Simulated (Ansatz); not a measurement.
NaCl (Fm-3m): refractive index against wavelength

The refractive index of NaCl (Fm-3m) below the direct gap (5.15 eV on the mesh) is read from one computed spectrum, n = √(Re ε).

The structure is cubic, space group Fm-3m (No. 225). Conventional cell: a = 5.620 Å, b = 5.620 Å, c = 5.620 Å, α = 90.00°, β = 90.00°, γ = 90.00°. Around Cl on site b lie 6 Na at 2.81 Å. Na on site a has 6 Cl at 2.81 Å as nearest neighbours.

Method: Ansatz 0.2.0, PBE, independent particles, k-mesh 12×12×12 with interpolation inside its cells, Gaussian parameter 0.1 eV.

Launch of the response step: `ansatz run input.yaml --threads 4 --pin off --max-ram 8192MiB --backend cpu --events-out ev --progress --plain --runs-dir out`. The run took 5 s, on 4 threads of Arm Neoverse V1 (shared host).

| wavelength (nm) | photon energy E (eV) | n |
| --- | --- | --- |
| 850 | 1.459 | 1.6741 |
| 700 | 1.771 | 1.6805 |
| 633 | 1.959 | 1.6850 |
| 532 | 2.331 | 1.6957 |
| 450 | 2.755 | 1.7110 |
| 405 | 3.061 | 1.7244 |
| 365 | 3.397 | ? |

In the single-oscillator model n² − 1 = E₀E_d/(E₀² − E²), so 1/(n² − 1) = E₀/E_d − E²/(E₀E_d) is linear in E².

Working, on the rows shown:

| x = E² (eV²) | y = 1/(n² − 1) |
| --- | --- |
| 2.12762 | 0.554751 |
| 3.13716 | 0.548221 |
| 3.83641 | 0.543707 |
| 5.43137 | 0.53322 |
| 7.59115 | 0.518801 |
| 9.37179 | 0.5067 |

Means: x̄ = 5.2493, ȳ = 0.53423. Σ(x − x̄)(y − ȳ) = -0.2568, Σ(x − x̄)² = 38.71. Slope = -0.2568 / 38.71 = -0.006633; intercept = ȳ − slope · x̄ = 0.56905. Turned back into n, the line misses the rows shown by at most 0.00021.

Fill in the last column of the withheld row.

At x = 11.538 the line gives y = 0.49251, that is 1.7408. The run gave 1.7420, so the extrapolation is off by 0.0012, 1.8 % of the range in the table.

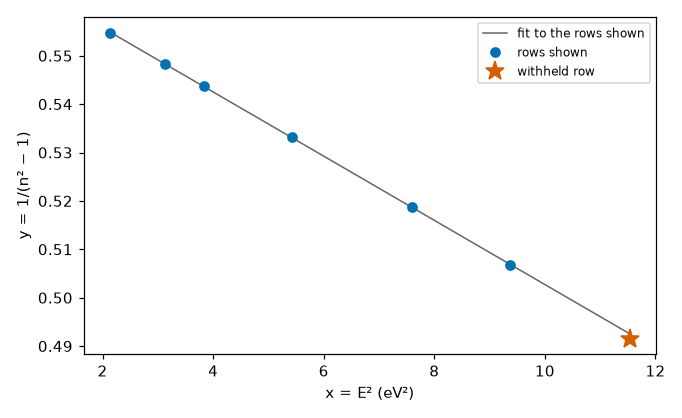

Refitted with all rows, the slope is -0.006708 and the intercept 0.56937. These give E₀ = √(intercept/−slope) = 9.21 eV and E_d = E₀/intercept = 16.2 eV; E₀ is 1.8 times the direct gap. The electronic limit at long wavelengths, without lattice vibrations, is n = √(1 + 1/intercept) = 1.660. The cell comes from an older database entry, whose edges can be off by a per cent or so. Excitons are left out and so are local fields; PBE gaps are as a rule too small.
